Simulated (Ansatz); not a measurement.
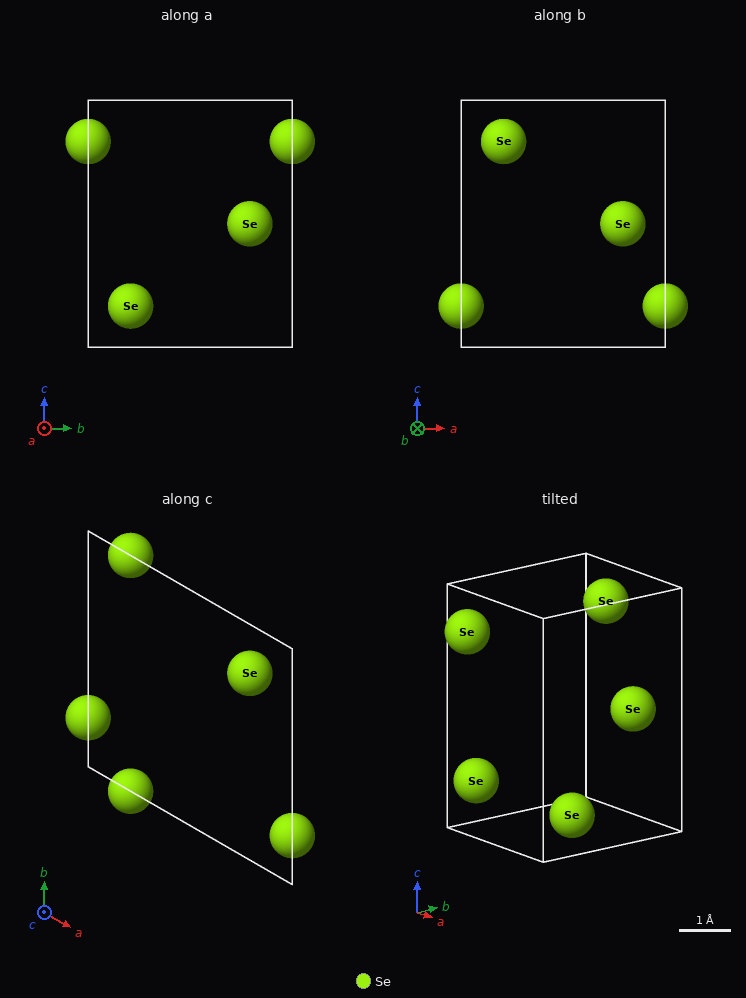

Ball-and-stick representation of a periodic structure, projected along the a axis, along the b axis, along the c axis and slightly off an axis. Atoms at the boundary of the conventional unit cell (the box) are drawn once for each face, edge or corner they touch.

Lattice parameters: a = 4.6871 Å, b = 4.6871 Å, c = 4.9075 Å, α = 90.000°, β = 90.000°, γ = 120.000°.

**Transcribe the picture into a CIF with its space group and independent sites.**

```cif
data_structure
_symmetry_space_group_name_H-M 'P 31 2 1'
_symmetry_Int_Tables_number 152
_cell_length_a 4.6871
_cell_length_b 4.6871
_cell_length_c 4.9075
_cell_angle_alpha 90.000
_cell_angle_beta 90.000
_cell_angle_gamma 120.000
_cell_volume 93.37
loop_
_atom_site_label
_atom_site_type_symbol
_atom_site_symmetry_multiplicity
_atom_site_Wyckoff_symbol
_atom_site_fract_x
_atom_site_fract_y
_atom_site_fract_z
_atom_site_occupancy
Se1 Se 3 b 0.2079 0.0000 0.8333 1
```

The initial geometry was a structure type known for this element. It was relaxed at fixed volume with DFT HSE06, scalar-relativistic, plane waves, PAW in Ansatz.
